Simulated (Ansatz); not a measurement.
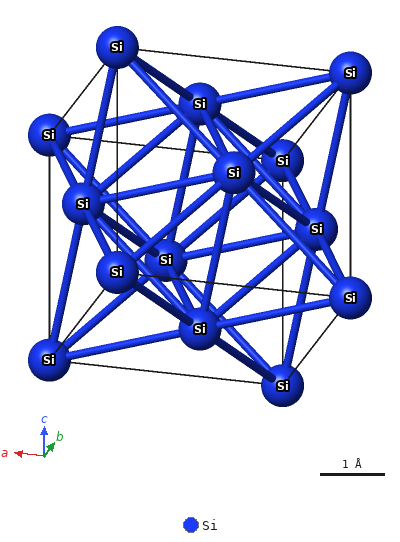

The input geometry (ball-and-stick view of the cell 4 times as large as that of the calculation, set on its symmetry axes, seen at an oblique angle). Near neighbours in the crystal (not all of them lie inside the picture): Si has 12 Si at 2.70 Å.

Si: geometry relaxation

The run: geometry relaxation of Si (Fm-3m, 1 atom in the cell). Method and program: DFT PBE, scalar-relativistic, plane waves, PAW, no spin polarisation (Ansatz 0.2.0).

The structure was made by swapping elements on the sites of another compound; it need not be a known phase. It belongs to a series of runs on one base structure; here: Al -> Si on all its sites, cell and atoms relaxed.

Input
```yaml
crystal:
  lattice:
    - [0.0, 1.9093011028, 1.9093011028]
    - [1.9093011028, 0.0, 1.9093011028]
    - [1.9093011028, 1.9093011028, 0.0]
  atoms:
    - { symbol: Si, position: [0.0, 0.0, 0.0] }
basis:
  ecutwfc: 420
kpoints:
  mp_grid: { grid: [18, 18, 18] }
hamiltonian:
  xc: pbe
scf:
  occupations: { method: gaussian, width: 0.1 }
output:
  forces: true
  stress: true
  eigenvalues: true
relax:
  adjacent_minimum: "off"
  f_tol: 0.01
  max_steps: 60
  cell: { stress_tol: 0.1 }
```

Hardware: 1 thread of AMD EPYC (Zen 3), 32 GiB of memory available, shared host.

Run as:
```bash
ansatz run input.yaml --threads 1 --pin off --max-ram 2560MiB --backend cpu --events-out ev --progress --plain --runs-dir out
```

Log
```
Engine: ansatz 0.2.0, x86_64-unknown-linux-gnu
Pseudopotentials: kind: paw
Pseudopotential: Si, paw, valence charge 4, recommended cutoff 420 eV (normal), Si.paw.azcp
Functional definition: PBE
  parameter kappa = 0.804
  parameter beta = 0.06672455060314922
  exchange = pbe_x(kappa = kappa, mu = beta*pi^2/3)
  correlation = pbe_c(beta = beta)
Crystal: 1 atoms, lattice volume = 13.920 Å³
Basis set: ecut = 420 eV, 283 PW (Γ), exchange–correlation on 40×40×40 points (8 copies of the dense FFT grid, shifted against one another)
Bands: 6, of which v1, the nominal top of the filled ones, is band 2 counted from 1 (1 counted from 0)
Symmetry: 48 space group operations
Space group: Fm-3m (ITA 225), of the structure as read, at distance tolerance 2.4e-5 Å
k-points: 195 of 5832
Non-local potential: Si, projectors of the file, l = 0: 2, l = 1: 2, l = 2: 2
PAW form: soft (Blöchl's): semilocal exchange-correlation on the pseudo side does not see the compensation charge
PAW one-centre angular grid: Si, 110 points (default); XC on 64 Gauss nodes
Initial density: superposition of atomic densities (neutral atoms: chi_scale 0, normalization atom), corrected by the library's trained network
Initial wavefunctions: pseudopotential atomic-orbital guess
Functional: x = pbe(κ = 0.804, μ = 0.2195149727645171), c = pbe(β = 0.06672455060314922)
SCF iter   1: F=—  HF=-635.271997 eV  |F-HF|=—  |Δ(HF+E_count)|=         —  Δρ=1.58e-3  dr2=1.86e-4  ethr=1.77e-3  ⟨swp⟩=5.0  Hψ=10894  notcnv=0
preconditioner: auto → none  [metal: Δε(μ)=0.020 eV  Ē_g=14.004 eV  σ=0.100 eV  W_gap=0.11  n_scr=0 (ndim 8)  ℏωp=19.9 eV  f_vac=0.000  D(μ)=0.44/eV (n_scr^D=0)]
SCF iter   2: F=—  HF=-635.272069 eV  |F-HF|=—  |Δ(HF+E_count)|=   7.24e-5  Δρ=7.88e-4  dr2=4.54e-5  ethr=4.65e-6  ⟨swp⟩=1.9  Hψ=2912  notcnv=0
SCF iter   3: F=—  HF=-635.272099 eV  |F-HF|=—  |Δ(HF+E_count)|=   3.01e-5  Δρ=6.25e-5  dr2=5.58e-7  ethr=1.13e-6  ⟨swp⟩=2.0  Hψ=1483  notcnv=0
iter 4 did not close the SCF: its close was put off for the readings that it lacked (scf_convergence_deferred on its scf_iter line)
SCF iter   4: F=-635.272099 eV  HF=-635.272099 eV  |F-HF|=3.19e-8  |Δ(HF+E_count)|=   2.27e-7  Δρ=2.55e-5  dr2=8.00e-8  ethr=1.39e-8  ⟨swp⟩=1.0  Hψ=1116  notcnv=0
iter 5 did not close the SCF: its close was put off for the readings that it lacked (scf_convergence_deferred on its scf_iter line)
SCF iter   5: F=-635.272099 eV  HF=-635.272099 eV  |F-HF|=6.12e-10  |Δ(HF+E_count)|=   2.43e-8  Δρ=3.28e-6  dr2=1.49e-9  ethr=2.00e-9  ⟨swp⟩=2.0  Hψ=1496  notcnv=0
SCF iter   6: F=-635.272099 eV  HF=-635.272099 eV  |F-HF|=3.62e-11  |Δ(HF+E_count)|=  5.20e-10  Δρ=7.93e-7  dr2=8.71e-11  ethr=3.72e-11  ⟨swp⟩=1.7  Hψ=3492  notcnv=0
SCF 1 converged in 6 iterations: F = -635.272099 eV  dr2 = 8.71e-11
  greatest PAW one-centre occupation: 0.678 electrons in one spin orbital (limit 2), on the Si atom at site 0 (counted from 0), in its partial waves of l = 0
relax step   1: F+E_penalty+E_count = -635.27209891 eV  Δ(F+E_penalty+E_count) = +0.000e0 eV  max|allowed force component| = 0.000e0 eV/Å  Δτ_max = 0.0000 Å  P = +4.088 GPa  Ω = 13.920 Å³  (6 SCF iters, dr2 threshold 1.00e-7 eV, accepted)
Crystal: 1 atoms, lattice volume = 14.318 Å³
Initial density: handed on by an earlier stage of this run
Initial wavefunctions: those handed on with the density
iter 1 solved again at ethr=2.31e-6 eV; its pass at ethr=3.10e-3 eV (dr2=9.22e-5 eV) is discarded
SCF iter   1: F=—  HF=-635.278786 eV  |F-HF|=—  |Δ(HF+E_count)|=         —  Δρ=8.46e-4  dr2=9.39e-5  ethr=2.31e-6  ⟨swp⟩=1.9  Hψ=11747  notcnv=0
preconditioner: auto → none  [metal: Δε(μ)=0.066 eV  Ē_g=13.756 eV  σ=0.100 eV  W_gap=0.35  n_scr=0 (ndim 8)  ℏωp=19.6 eV  f_vac=0.000  D(μ)=0.38/eV (n_scr^D=0)]
SCF iter   2: F=—  HF=-635.278747 eV  |F-HF|=—  |Δ(HF+E_count)|=   3.95e-5  Δρ=3.81e-4  dr2=1.86e-5  ethr=2.31e-6  ⟨swp⟩=1.0  Hψ=1170  notcnv=0
SCF iter   3: F=-635.278736 eV  HF=-635.278736 eV  |F-HF|=7.55e-9  |Δ(HF+E_count)|=   1.08e-5  Δρ=1.44e-5  dr2=1.41e-8  ethr=2.50e-9  ⟨swp⟩=3.9  Hψ=6276  notcnv=0
SCF 2 converged in 3 iterations: F = -635.278736 eV  dr2 = 1.41e-8
  greatest PAW one-centre occupation: 0.680 electrons in one spin orbital (limit 2), on the Si atom at site 0 (counted from 0), in its partial waves of l = 0
relax step   2: F+E_penalty+E_count = -635.27873583 eV  Δ(F+E_penalty+E_count) = -6.637e-3 eV  max|allowed force component| = 0.000e0 eV/Å  Δτ_max = 0.0000 Å  P = +1.378 GPa  Ω = 14.318 Å³  energy of the carried Pulay correction = -8.310e-5 eV  (3 SCF iters, dr2 threshold 1.00e-7 eV, accepted)
Crystal: 1 atoms, lattice volume = 14.529 Å³
iter 1 solved again at ethr=5.63e-7 eV; its pass at ethr=3.10e-3 eV (dr2=2.25e-5 eV) is discarded
SCF iter   1: F=—  HF=-635.279640 eV  |F-HF|=—  |Δ(HF+E_count)|=         —  Δρ=4.17e-4  dr2=2.30e-5  ethr=5.63e-7  ⟨swp⟩=2.0  Hψ=11284  notcnv=0
preconditioner: auto → none  [metal: Δε(μ)=0.069 eV  Ē_g=13.631 eV  σ=0.100 eV  W_gap=0.37  n_scr=0 (ndim 8)  ℏωp=19.5 eV  f_vac=0.000  D(μ)=0.36/eV (n_scr^D=0)]
SCF iter   2: F=—  HF=-635.279633 eV  |F-HF|=—  |Δ(HF+E_count)|=   6.64e-6  Δρ=1.89e-4  dr2=4.60e-6  ethr=5.63e-7  ⟨swp⟩=1.0  Hψ=1170  notcnv=0
SCF iter   3: F=-635.279631 eV  HF=-635.279631 eV  |F-HF|=2.51e-9  |Δ(HF+E_count)|=   2.61e-6  Δρ=7.51e-6  dr2=3.73e-9  ethr=2.50e-9  ⟨swp⟩=3.1  Hψ=4296  notcnv=0
SCF 3 converged in 3 iterations: F = -635.279631 eV  dr2 = 3.73e-9
  greatest PAW one-centre occupation: 0.681 electrons in one spin orbital (limit 2), on the Si atom at site 0 (counted from 0), in its partial waves of l = 0
relax step   3: F+E_penalty+E_count = -635.27963057 eV  Δ(F+E_penalty+E_count) = -8.947e-4 eV  max|allowed force component| = 0.000e0 eV/Å  Δτ_max = 0.0000 Å  P = +0.062 GPa  Ω = 14.529 Å³  energy of the carried Pulay correction = -1.263e-4 eV  (3 SCF iters, dr2 threshold 1.00e-7 eV, accepted)
Initial wavefunctions: pseudopotential atomic-orbital guess (no wavefunctions were taken with the density)
iter 1 solved again at ethr=5.15e-8 eV; its pass at ethr=3.10e-3 eV (dr2=2.06e-6 eV) is discarded
SCF iter   1: F=—  HF=-635.279787 eV  |F-HF|=—  |Δ(HF+E_count)|=         —  Δρ=3.35e-5  dr2=1.58e-8  ethr=5.15e-8  ⟨swp⟩=3.1  Hψ=14535  notcnv=0
preconditioner: auto → none  [metal: Δε(μ)=0.069 eV  Ē_g=13.632 eV  σ=0.100 eV  W_gap=0.37  n_scr=0 (ndim 8)  ℏωp=19.5 eV  f_vac=0.000  D(μ)=0.36/eV (n_scr^D=0)]
SCF iter   2: F=—  HF=-635.279790 eV  |F-HF|=—  |Δ(HF+E_count)|=   3.63e-6  Δρ=1.69e-5  dr2=3.89e-9  ethr=3.94e-10  ⟨swp⟩=1.9  Hψ=1466  notcnv=0
SCF iter   3: F=-635.279790 eV  HF=-635.279790 eV  |F-HF|=5.80e-12  |Δ(HF+E_count)|=   4.33e-8  Δρ=3.01e-7  dr2=2.35e-12  ethr=1.00e-12  ⟨swp⟩=3.0  Hψ=4073  notcnv=0
SCF 4 converged in 3 iterations: F = -635.279790 eV  dr2 = 2.35e-12
relax step   4: F+E_penalty+E_count = -635.27979045 eV  Δ(F+E_penalty+E_count) = -1.599e-4 eV  max|allowed force component| = 0.000e0 eV/Å  Δτ_max = 0.0000 Å  P = +0.081 GPa  Ω = 14.529 Å³  stress off target by 8.14e-2 GPa  SCF on the basis re-selected at this cell (its energy is not comparable with the rows above)  (3 SCF iters)
```

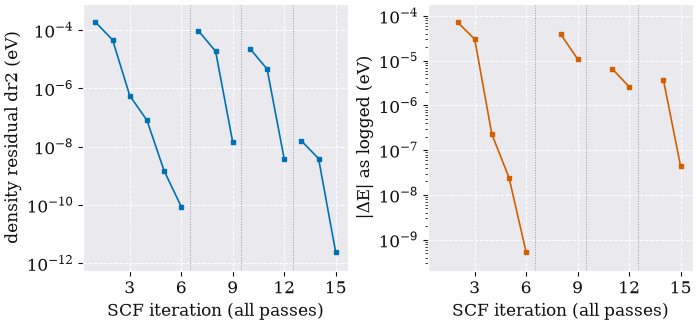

Convergence of the self-consistent field: density residual dr2 and size of the energy change against the SCF iteration. The dotted lines part the SCF passes of the relaxation: geometry steps, rejected trials and re-solves on a re-selected basis. The passes take 6, 3, 3 and 3 iterations.

```
basis re-selected at this cell: Δ(F+E_penalty+E_count) = -1.599e-4 eV, ΔP = +0.019 GPa vs the last step (what re-selecting the basis moved, of the pressure what is left beyond the Pulay correction that the steps carried, after the strain that the cell walked since its last selection, with what the two solves' SCF thresholds leave and, on support functions, any second-order correction that the steps lacked; it is no measure of the basis error at this ecutwfc). This SCF's stress stands 8.14e-2 GPa from its target on what of the cell is left free (relax.cell.stress_tol is 1.00e-1 GPa) and its largest allowed force component is 0.00e0 eV/Å (relax.f_tol is 1.00e-2 eV/Å): within both
SCF converged after 3 iterations
Free energy (F): -635.279790 eV
Harris-Foulkes:  -635.279790 eV  (|F-HF|=5.80e-12)
Internal energy: -635.277967 eV  (E = F + TS)
E sigma→0 (E₀):  -635.278879 eV
Entropy (-TS):   -0.001823 eV (-1.823 meV/atom)
Fermi energy:    10.730401 eV
--- Per-component energies (eV) ---
  E_band       = 19.942128
  E_kinetic    = 40.894879
  E_local      = 2.478824  (includes V_loc(G=0)·N_el)
  E_nonlocal   = 25.394647
  E_hartree    = 0.428072
  E_xc         = -56.046887
  E_vxc        = -47.855322  (∫ρ·V_xc dr)
  E_paw        = -512.072060  (= ΣΔE_a)
  E_vpaw       = -1.827050  (= ΣTr[D̂ρ^β])
  E_aug_tail   = 0.000008  (compensation charges beyond the density's cutoff)
  E_ewald      = -136.355451
  E_smearing   = -0.001823  (= −TS)
  E_closure    = 0.000000  (closes the sum)
  Σ components = -635.279790   (vs F -635.279790, Δ=0.00e0)
--- Forces (eV/Å), atoms counted from 1 ---
  atom   1  Si     0.00000000     0.00000000    -0.00000000
  max |Σ_I F_I| component: 1.95e-32 eV/Å
--- Stress (GPa, compression-positive) ---
        0.081366       0.000000      -0.000000
        0.000000       0.081366       0.000000
        0.000000       0.000000       0.081366
  P = ⅓ Tr σ = 0.0814 GPa (0.814 kbar)
--- Band table (eV; the first three rows and the last of 195) ---
  k-point 0: bands = ["-3.7427", "21.7689", "21.7689", "21.7689", "22.5599", "22.5599"]
  k-point 1: bands = ["-3.6530", "20.0854", "21.2456", "21.2456", "23.1937", "23.1937"]
  k-point 2: bands = ["-3.3843", "17.7737", "20.5845", "20.5845", "23.8512", "24.1278"]
  k-point 194: bands = ["7.1343", "7.7626", "8.1442", "9.3707", "24.1900", "24.5109"]
--- Relaxed structure (3 steps of the walk, 3 accepted, 1 SCFs on fresh bases) ---
  F+E_penalty+E_count = -635.27979045 eV   max|allowed force component| = 0.000e0 eV/Å   (the final SCF, on the basis selected at the relaxed cell)
  cell:  # Å, volume = 14.5287 Å³
    - [-4.076297626316472e-34, 1.9367143210499487, 1.9367143210499487]
    - [1.9367143210499487, -8.152595252632945e-34, 1.9367143210499487]
    - [1.9367143210499487, 1.9367143210499487, -4.076297626316472e-34]
  atoms:
    - { symbol: Si, position: [0.0, 0.0, 0.0] }
```

Trajectory as extended XYZ (Å, eV, eV/Å), 4 frames, from step=1 to step=4
```
1
Lattice="0.0000 1.9093 1.9093 1.9093 0.0000 1.9093 1.9093 1.9093 0.0000" Properties=species:S:1:pos:R:3:forces:R:3 step=1 energy=-635.27210 pressure_GPa=4.09
Si    0.0000    0.0000    0.0000    0.0000   0.0000   0.0000
1
Lattice="0.0000 1.9273 1.9273 1.9273 0.0000 1.9273 1.9273 1.9273 0.0000" Properties=species:S:1:pos:R:3:forces:R:3 step=2 energy=-635.27874 pressure_GPa=1.38
Si    0.0000    0.0000    0.0000    0.0000   0.0000   0.0000
1
Lattice="0.0000 1.9367 1.9367 1.9367 0.0000 1.9367 1.9367 1.9367 0.0000" Properties=species:S:1:pos:R:3:forces:R:3 step=3 energy=-635.27963 pressure_GPa=0.06
Si    0.0000    0.0000    0.0000    0.0000   0.0000   0.0000
1
Lattice="0.0000 1.9367 1.9367 1.9367 0.0000 1.9367 1.9367 1.9367 0.0000" Properties=species:S:1:pos:R:3:forces:R:3 step=4 energy=-635.27979 pressure_GPa=0.08
Si    0.0000    0.0000    0.0000    0.0000   0.0000   0.0000
```

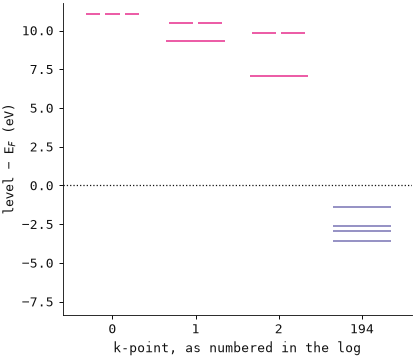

Kohn–Sham levels near the Fermi level (dotted) at the few k-points that the log prints; levels within 0.02 eV of each other stand side by side. The system is metallic on the full mesh.

Key numbers

```json
{"quantity": "outcome", "value": "converged"}
{"quantity": "space group (tolerance 0.01 Å)", "value": "Fm-3m (225)"}
{"quantity": "electrons treated", "value": "4"}
{"quantity": "free energy", "value": "−635.2798 eV"}
{"quantity": "Fermi energy", "value": "10.730 eV"}
{"quantity": "gap on the k-point mesh", "value": "none (metallic)"}
{"quantity": "pressure", "value": "0.08 GPa"}
{"quantity": "final volume", "value": "14.53 Å³"}
{"quantity": "largest force (length of the vector) at the end", "value": "under 0.001 eV/Å"}
{"quantity": "final cell", "value": "a = 2.739 Å, b = 2.739 Å, c = 2.739 Å, α = 60.00°, β = 60.00°, γ = 60.00°"}
{"quantity": "wall time", "value": "7.4 s"}
{"quantity": "peak memory", "value": "0.34 GiB"}
```
